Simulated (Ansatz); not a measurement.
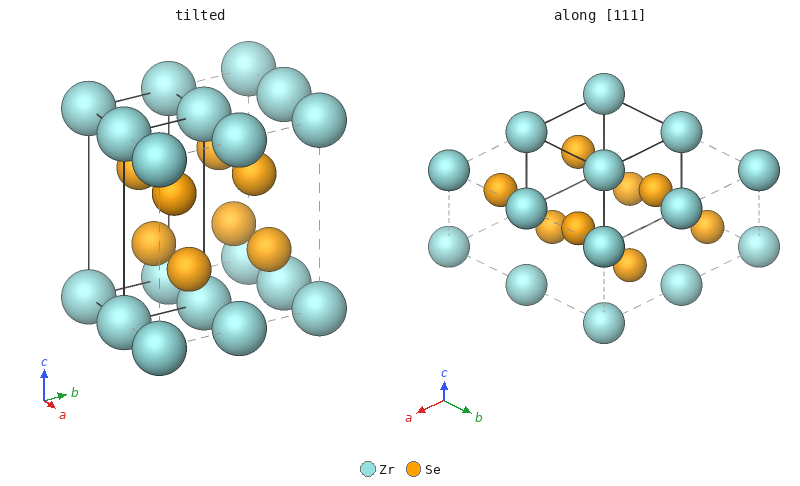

The image is a spheres-only drawing of a crystal, viewed slightly off an axis and along [111]. The solid box is one conventional unit cell, and 2×2×1 cells are shown.

- Chemical formula ZrSe₂.
- Space group P-3m1 (No. 164), lattice primitive hexagonal.
- The arrangement is known as cadmium iodide (CdI₂, 1T) type.
- Content of the cell: 1 Zr, 2 Se (Z = 1).
- Zr is linked to six Se in an octahedral arrangement. Each Se has three Zr in a trigonal pyramidal arrangement. Not all metal-metal contacts are counted.

The structure comes from a structure listed in the Materials Project. The final geometry of a relaxation with Ansatz, DFT, PBEsol, plane waves, PAW is shown.
